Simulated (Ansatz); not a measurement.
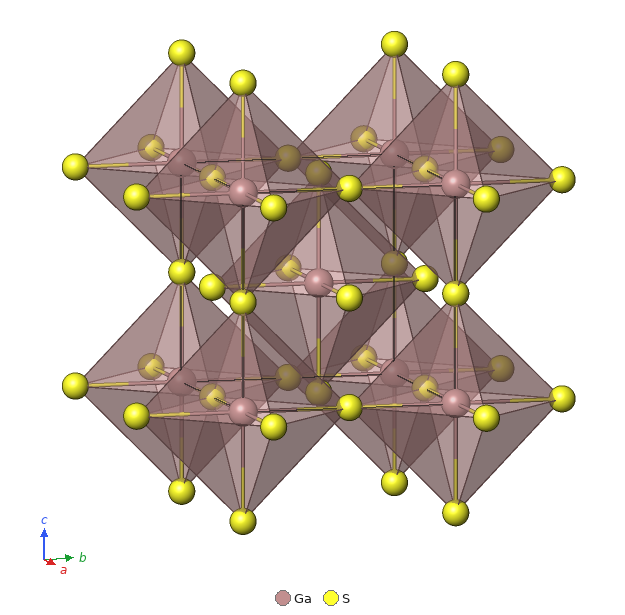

Structure drawing (polyhedral), viewed slightly off an axis. The frame is the conventional unit cell; atoms at its boundary are shown with their periodic copies. Some atoms of the next cells are drawn as well. Cell: a = 5.19 Å, b = 5.19 Å, c = 5.19 Å, α = 90.00°, β = 90.00°, γ = 90.00°.

Provenance: a random cell made by a generator, so it need not be a real form of the compound. Earlier steps of the study may have refined or changed the cell and positions. It was run through Ansatz as a DFT input.

Q: What is this?

A: Chemical formula GaS$_{3}$. The lattice is body-centred cubic and the space group Im-3m (No. 229). The cell comprises 2 formula units: 2 Ga, 6 S. The polyhedra are GaS6 octahedra; they share corners. The coordination shell of Ga holds six S in an octahedral arrangement at about 2.6 Å. S is linked to two Ga in a linear arrangement at about 2.6 Å. The bonds build a three-dimensional framework.

Level of theory: Ansatz, DFT PBE, scalar-relativistic, plane waves, PAW. Settings were plane waves up to 420 eV, k-points about 0.14 Å⁻¹ apart, Gaussian smearing of 0.1 eV, no spin polarisation.

Q: What does the calculation say: metal or gapped?

A: A metal: bands cross the Fermi level.

Q: How are the electrons shared out in a Bader analysis?

A: Ga +1.01 e; S -0.34 e.

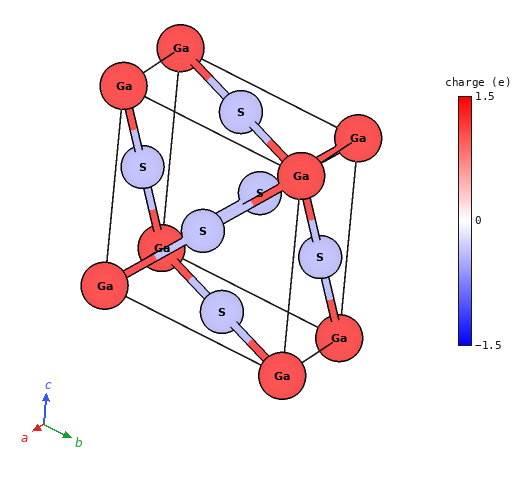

The atoms coloured by those charges. The run's cell of 4 atoms is drawn, so axes and origin can differ from the first picture.

Q: Is the structure in equilibrium?

A: Yes. All forces vanish to within 0.01 eV/Å. The pressure is 0.0 GPa, close to zero.
